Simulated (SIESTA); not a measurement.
System: TiTe₂, space group P-3m1 (No. 164).

The given structure:
```
Te Ti
1.0
     3.77700    0.00000    0.00000
    -1.88850    3.27098    0.00000
     0.00000    0.00000    6.49800
Te Ti
2 1
Direct
  0.33333 0.66667 0.73720
  0.66667 0.33333 0.26280
  0.00000 0.00000 0.00000
```

Calculation (SIESTA 5.4.2): DFT in numerical atomic orbitals with pseudopotentials, no spin polarisation; energies at scaled volumes of the given cell, shape and fractions fixed, counted from the fit's minimum, third-order Birch-Murnaghan fit. Level: PBEsol.

```
         setting                                                                     value
          k mesh                                                                     8×8×4
     occupations                                                               Fermi–Dirac
  smearing width                                                                   0.05 eV
      potentials  PseudoDojo 0.4 standard, converted to PSML, two zetas on semicore shells
program settings                                             basis DZP, mesh cutoff 800 Ry
```

Predict the energy and pressure against volume. The volume takes the values 25.15, 25.69, 26.22, 26.76, 27.30, 27.83, 28.37 Å³/atom.

A third-order Birch–Murnaghan fit gives V0 = 26.27 Å³/atom, B0 = 71.8 GPa and B′ = 4.8. The energy is 11.49 meV/atom at volume 25.15 Å³/atom and 32.42 meV/atom at 28.37 Å³/atom; the lowest computed point is at volume 26.22 Å³/atom (−0.03 meV/atom). The pressure falls from 3.36 GPa at volume 25.15 Å³/atom to −4.60 GPa at 28.37 Å³/atom, and changes sign near 26.24 Å³/atom.

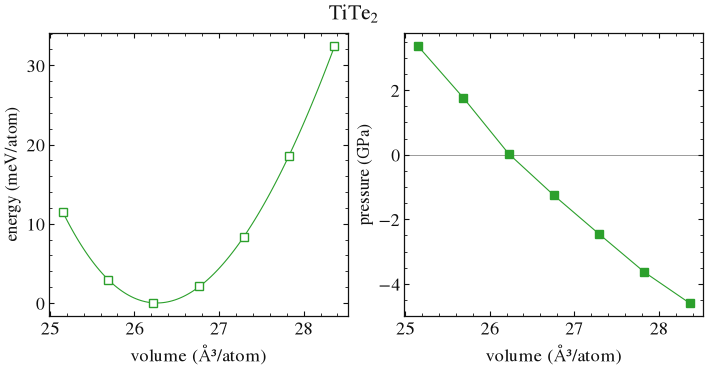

Limits of the calculation: mulliken charges of long orbitals; shape and atomic fractions are frozen while scaling, which makes layered, chain and framework solids too stiff.
